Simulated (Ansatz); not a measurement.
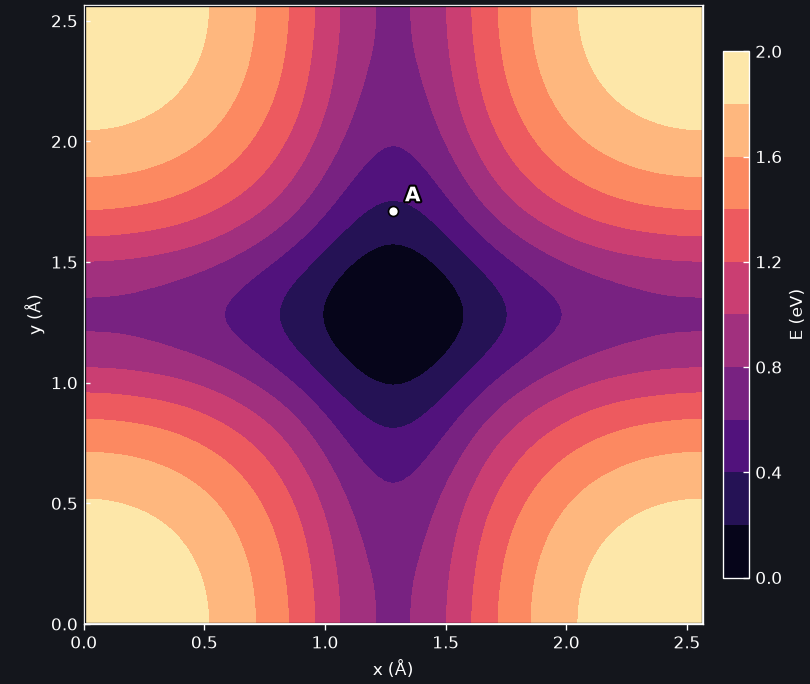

O on a Cu(100) slab cut from the Fm-3m phase, its upper half relaxed before the scan (12 atoms of substrate and one adsorbate in a 2 × 2 cell). O is moved over the surface cell; relaxed at each place: the height of the adsorbate's atoms; substrate rigid; the origin of the map has the adsorbate above Cu9. Places are given modulo a cell vector. The map is drawn in real space over the plane of the surface. The grid has 6 × 6 points; 10 points were computed and 26 follow by symmetry. Places are given in fractions of the 1 × 1 surface cell. All energies are given in eV relative to the lowest grid point. The runs have no spin polarisation; a magnetic state may lie lower. Level of theory: DFT PBE, scalar-relativistic, plane waves, PAW (Ansatz). Settings: cutoff 420 eV, k-mesh 5×5×1, gaussian smearing 0.1 eV, no spin polarisation.

In the figure: filled contours, the outline of one cell of the plane, the point A. Between grid points the surface is interpolated.

Which way does the force act at A, and how strong is it?

Answer. A, at (3/6, 4/6) of the cell vectors, is not a stationary point. The computed force is 1.1 eV/Å in the plane, pointing down in the picture (components 0.0 and −1.1 eV/Å).

PAW datasets: the set soft_1.
